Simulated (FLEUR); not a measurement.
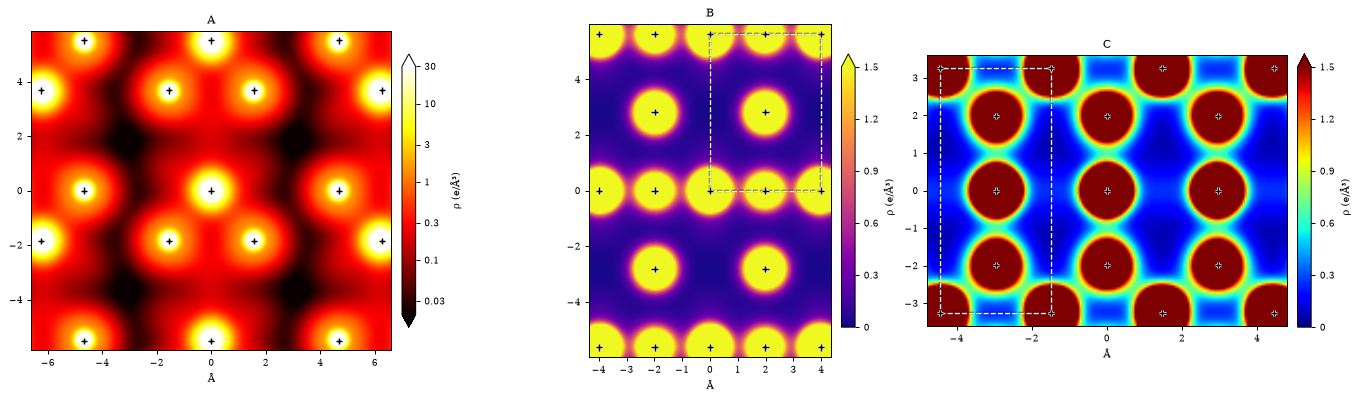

The total electron density of 3 systems, each on a plane through atoms (crosses mark nuclei in the plane).

The calculation used Kohn-Sham DFT of a periodic cell, PBEsol, all-electron (FLEUR MaX-R8.1 (later development tree)).

System 1: WS₂, the (110) plane of the conventional cell. Space group P6₃/mmc.

```
CELL_PARAMETERS angstrom
3.18000 0.00000 0.00000
-1.59000 2.75396 0.00000
0.00000 0.00000 12.50000
ATOMIC_POSITIONS crystal
W 0.66667 0.33333 0.75000
W 0.33333 0.66667 0.25000
S 0.66667 0.33333 0.37500
S 0.33333 0.66667 0.87500
S 0.66667 0.33333 0.12500
S 0.33333 0.66667 0.62500
```

System 2: KTaO₃, the (101̄) plane of the conventional cell. Space group Pm-3m.

```cif
data_structure
_symmetry_space_group_name_H-M 'P 1'
_symmetry_Int_Tables_number 1
_cell_length_a 3.9883
_cell_length_b 3.9883
_cell_length_c 3.9883
_cell_angle_alpha 90.000
_cell_angle_beta 90.000
_cell_angle_gamma 90.000
_cell_volume 63.44
loop_
_atom_site_label
_atom_site_type_symbol
_atom_site_fract_x
_atom_site_fract_y
_atom_site_fract_z
_atom_site_occupancy
Ta1 Ta 0.00000 0.00000 0.00000 1
K1 K 0.50000 0.50000 0.50000 1
O1 O 0.00000 0.00000 0.50000 1
O2 O 0.00000 0.50000 0.00000 1
O3 O 0.50000 0.00000 0.00000 1
```

System 3: TiO₂, the (110) plane of the conventional cell. Space group P4₂/mnm; a structure from a database of computed crystals, not necessarily the ambient phase.

Match each panel to its system.

Panel A is system 1, WS₂: the plane holds W and S. W–S (2.41 Å): ρ is about 0.63 e/Å³ halfway. Panel B is system 2, KTaO₃: the plane holds Ta, K and O. Ta–O (1.99 Å): the density is about 0.89 e/Å³ at the midpoint. Panel C is system 3, TiO₂: the plane holds Ti and O. Ti–O (1.95 Å): the density is about 0.72 e/Å³ at the midpoint.
